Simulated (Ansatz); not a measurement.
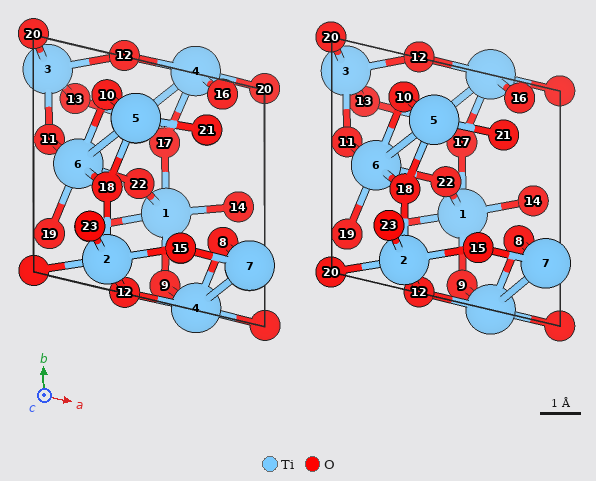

Two geometries of a crystal of Ti₇O₁₆ (a generated structure, set up in P1) (coarse preliminary run), drawn at one scale. One is the start of a relaxation, the other its converged end. A ball-and-stick model of the cell of the calculation (origin shifted), seen along the c axis.

All numbers below come from DFT PBE+U, scalar-relativistic, plane waves, PAW in Ansatz 0.2.0. Set-up: plane-wave cutoff 420 eV; k-point mesh 2 × 2 × 2; occupations gaussian; smearing width 0.1 eV; mesh shifted by (0.5, 0.5, 0.5); U Ti 4.0 eV; no spin polarisation; cell and atoms relaxed; force threshold 0.04 eV/Å; at most 50 steps.

### Which one is relaxed?

The left one is the relaxed one. Case: 1 of 8 Ti atoms taken out at random. The energy falls by 1.458 eV per cell of the calculation in 7 accepted moves (8 points after the start). The largest force component goes from 2.3 to 0.019 eV/Å. Pressure: −0.76 GPa at the start and 0.26 GPa at the end. The SCF was repeated once at an unchanged geometry on a basis and grid sized afresh for the cell, which shifted the energy by 36.9 meV per cell of the calculation at most. The largest moves relative to the cell, 0.30 Å, are those of O14 and O22. O22 goes along [−2 −1 −2]. Largest moves by element: O 0.30 Å, Ti 0.13 Å. Cell: a 6.562 → 6.631 Å (+1.1 %), b 6.562 → 6.610 Å (+0.7 %), c 7.595 → 7.663 Å (+0.9 %), α 115.6° → 115.5°, γ 90.0° → 90.2°. Volume +2.8 %. Among the contacts that change: Ti4–Ti7 3.025 → 2.817 Å, Ti4–Ti5 2.990 → 3.152 Å, Ti3–O20 1.934 → 2.089 Å, Ti6–Ti7 3.007 → 3.152 Å. Bond angles that change, for instance: Ti3–O21–Ti5 129.8° → 148.5°, Ti1–O14–Ti6 130.2° → 148.7°, Ti1–O22–Ti6 130.8° → 148.5°. Within 0.06 Å the space group is P1 at the start and Immm at the end; at a tighter tolerance small leftover displacements or strains of the cell lower it.

Limits of the set-up: the k-point mesh is coarse for a cell with partly filled bands.
